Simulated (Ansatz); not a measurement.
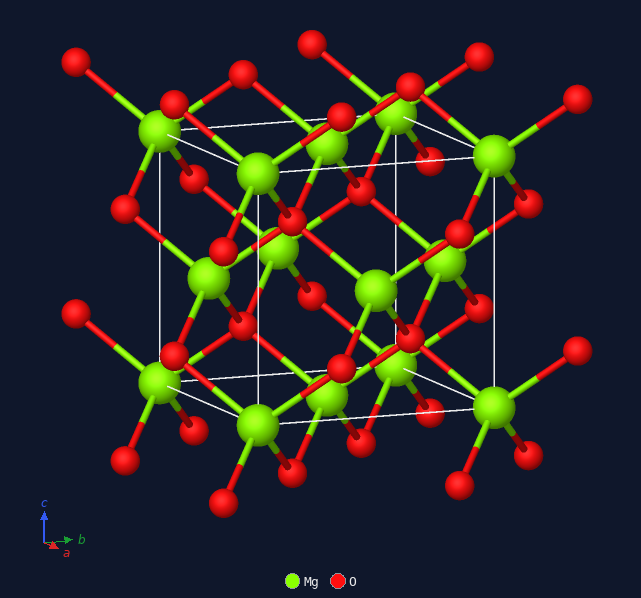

Drawn in the ball-and-stick manner and seen slightly off an axis. Thin lines show the conventional unit cell, with boundary atoms drawn in all their periodic places. A few atoms beyond the faces are included. Cell: a = 4.61 Å, b = 4.61 Å, c = 4.61 Å, α = 90.00°, β = 90.00°, γ = 90.00°.

It goes back to a structure type filled with these elements by a generator (whether the compound takes this form wasn't checked). Earlier steps of the study may have refined or changed the cell and positions. It went into a calculation with Ansatz.

Question: Characterise what is shown.

Answer: The structure is one of MgO. Symmetry: F-43m (No. 216), face-centred cubic lattice. The structure is of the kind named zinc blende (sphalerite type). It has 8 atoms to the cell (4 Mg, 4 O). About every Mg there are four O in a tetrahedral arrangement at about 2.0 Å. Around each O lie four Mg in a tetrahedral arrangement at about 2.0 Å. The bonds build a three-dimensional framework.

Setup: DFT PBE, scalar-relativistic, plane waves, PAW in Ansatz 0.2.0; wavefunction cutoff 420 eV, k-points about 0.29 Å⁻¹ apart, Gaussian smearing of 0.02 eV, no spin polarisation.

Question: Is it conducting or gapped at this level?

Answer: An insulator at this level, with a gap of 3.48 eV, direct.

Question: What does a Bader analysis give?

Answer: Mg +1.70 e; O -1.70 e.

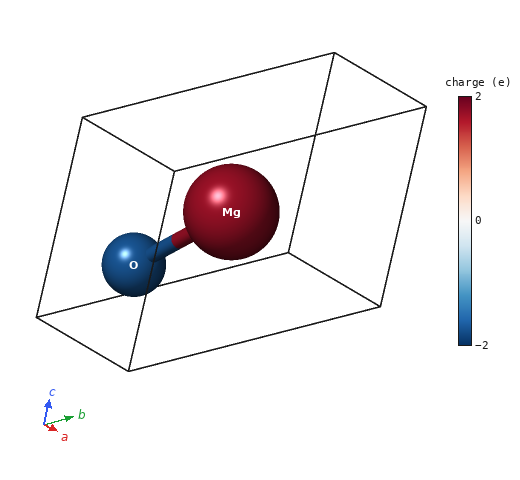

The atoms coloured by those charges. The run's cell of 2 atoms is drawn, so axes and origin can differ from the first picture.

Question: Has the structure come to rest?

Answer: Yes. All forces vanish to within 0.01 eV/Å. The pressure is 0.0 GPa, close to zero.
